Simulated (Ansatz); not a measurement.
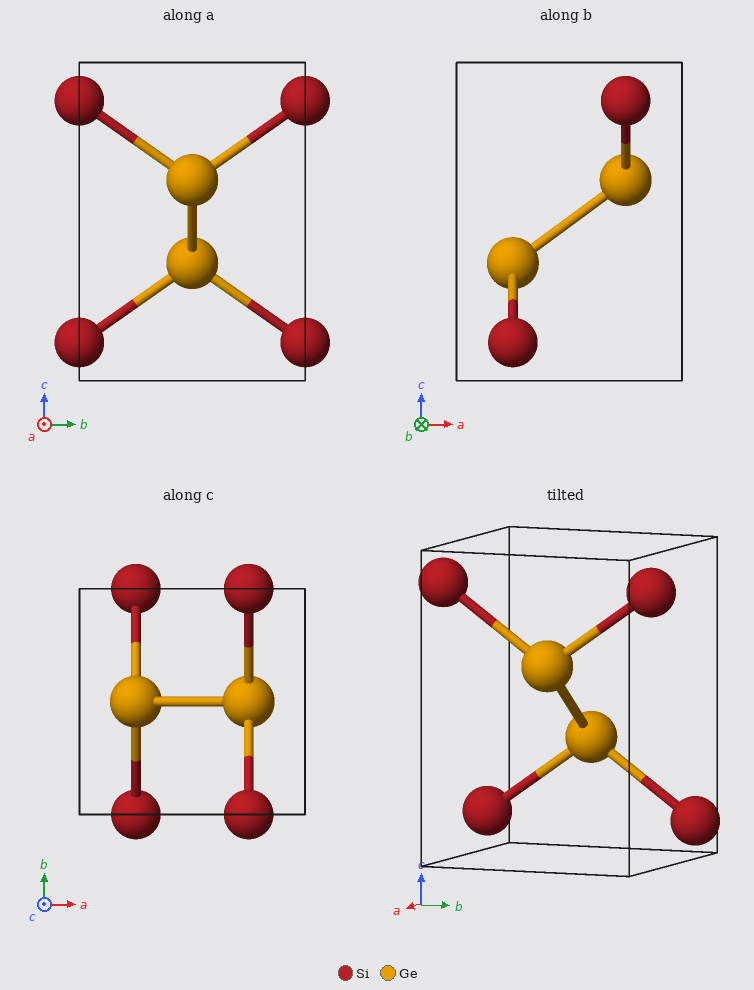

We look at a ball-and-stick model of the crystal along the a axis, along the b axis, along the c axis and slightly off an axis. Atoms at the boundary of the conventional unit cell (the box) are drawn once for each face, edge or corner they touch.

Lattice parameters: a = 3.9253 Å, b = 3.9306 Å, c = 5.5369 Å, α = 90.000°, β = 90.000°, γ = 90.000°.

Q: Express the structure as a CIF in P1 with every atom of the cell, with free fractional coordinates to two decimals.

A:
```cif
data_structure
_symmetry_space_group_name_H-M 'P 1'
_symmetry_Int_Tables_number 1
_cell_length_a 3.9253
_cell_length_b 3.9306
_cell_length_c 5.5369
_cell_angle_alpha 90.000
_cell_angle_beta 90.000
_cell_angle_gamma 90.000
_cell_volume 85.43
loop_
_atom_site_label
_atom_site_type_symbol
_atom_site_fract_x
_atom_site_fract_y
_atom_site_fract_z
_atom_site_occupancy
Si1 Si 0.75 0.00 0.88 1
Si2 Si 0.25 0.00 0.12 1
Ge1 Ge 0.25 0.50 0.37 1
Ge2 Ge 0.75 0.50 0.63 1
```

Provenance: a structure type filled with these elements by a generator (whether the compound takes this form wasn't checked). Earlier steps of the study may have refined or changed the cell and positions. It went into a calculation with Ansatz.
